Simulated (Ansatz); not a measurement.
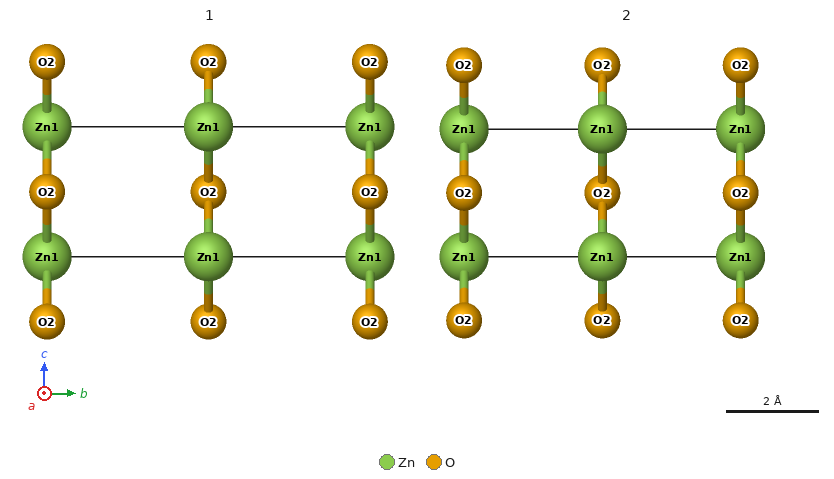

Two geometries of solid ZnO (a generated structure, set up in Cmmm), drawn at one scale. One is the start of a relaxation, the other its converged end. Style: ball-and-stick. Shown: the conventional cell (2 times the calculation's cell), along the a axis. Lengths and directions refer to the drawn axes.

Theory: Kohn-Sham DFT of a periodic cell, PBEsol, Ansatz PAW (Ansatz). Settings: plane-wave cutoff 420 eV; k-point mesh 10 × 10 × 9; occupations fermi-dirac; smearing width 0.05 eV; no spin polarisation; cell and atoms relaxed; force threshold 0.01 eV/Å; at most 40 steps.

> Which of the two is the end point?

Structure 2 is the relaxed one. The run lets cell and atoms move. Over 11 accepted moves (14 points after the start) the energy falls by 19.4 meV per atom. All forces vanish by symmetry, so only the cell relaxes. Pressure: −4.69 GPa at the start and −0.01 GPa at the end. The SCF was repeated 3 times at an unchanged geometry on a basis and grid sized afresh for the cell, which shifted the energy by 3.3 meV per atom at most. No atom moves by more than 0.005 Å relative to the cell. The volume changes by −16.1 %, with a 2.866 → 2.858 Å (−0.3 %), b 7.054 → 6.044 Å (−14.3 %), c 2.838 → 2.789 Å (−1.7 %). Some distances before and after: Zn1–O2 2.017 → 1.997 Å. The space group stays Cmmm (No. 65).
